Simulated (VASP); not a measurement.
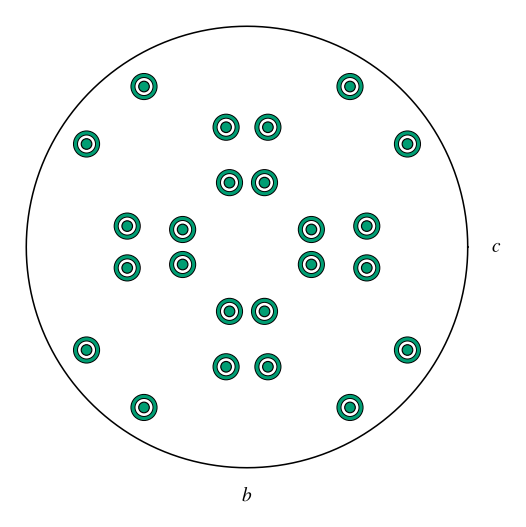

Stereographic projection: filled dots lie in the upper hemisphere, open rings in the lower. The a axis points at the viewer. The poles are all faces of one general form. Computed from the symmetry operations of a computed or model structure of composition I.

Which point group is this?

Answer. m-3m (Oh), order 48, cubic system: three fourfold axes, four threefold axes, six twofold axes, nine mirror planes, an inversion centre.

Which physical properties does it allow?

Answer. It is centrosymmetric, so neither piezoelectric nor pyroelectric; it is not chiral.
